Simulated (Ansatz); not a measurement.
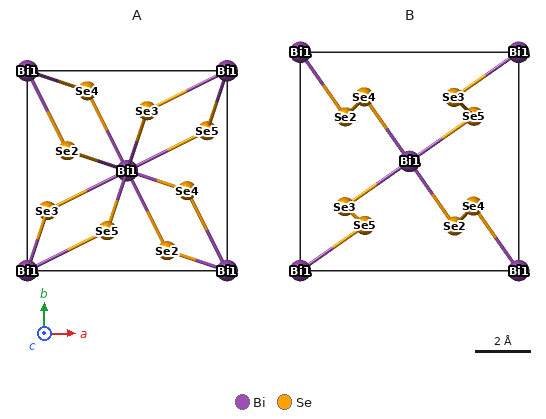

Two geometries of solid BiSe₄ (a generated structure, set up in I4/m) (coarse preliminary run), drawn at one scale. One is the start of a relaxation, the other its converged end. A ball-and-stick model of the conventional cell (2 times the calculation's cell), seen along the c axis. Lengths and directions refer to the drawn axes.

Theory: DFT PBE, scalar-relativistic, plane waves, PAW in Ansatz. (plane-wave cutoff 420 eV; k-point mesh 4 × 4 × 4; occupations gaussian; smearing width 0.1 eV; no spin polarisation; cell and atoms relaxed; force threshold 0.04 eV/Å; at most 70 steps)

Q: Which one is relaxed?

A: Structure B is the relaxed one. Over 11 accepted moves (13 points after the start) the energy falls by 408 meV per atom. The largest force component goes from 0.18 to 0.009 eV/Å. The pressure goes from −5.17 to 0.02 GPa. The line search rejected the trial step at point 8 of the run. At 1 point the geometry stayed and the basis and grid were re-selected for the new cell (energy shift of 0.6 meV per atom at most each time). The largest moves relative to the cell, 0.84 Å, are those of Se2, Se3, Se4 and Se5. Se2 goes along +b. Bi stays in place. The drawn cell changes as follows: a = b 7.387 → 8.072 Å (+9.3 %), c 4.634 → 4.655 Å (+0.4 %); the volume changes by +19.9 %. Among the contacts that change: Se2–Se4 3.304 → 4.694 Å, Se2–Se3 3.304 → 4.079 Å, Se2–Se3 (another image) 3.290 → 4.054 Å, Se2–Se4 (another image) 3.290 → 2.539 Å. New bonds form, among them: Se2–Se4 (3.29 → 2.54 Å), Se3–Se5 (3.29 → 2.54 Å). The space group stays I4/m (No. 87).
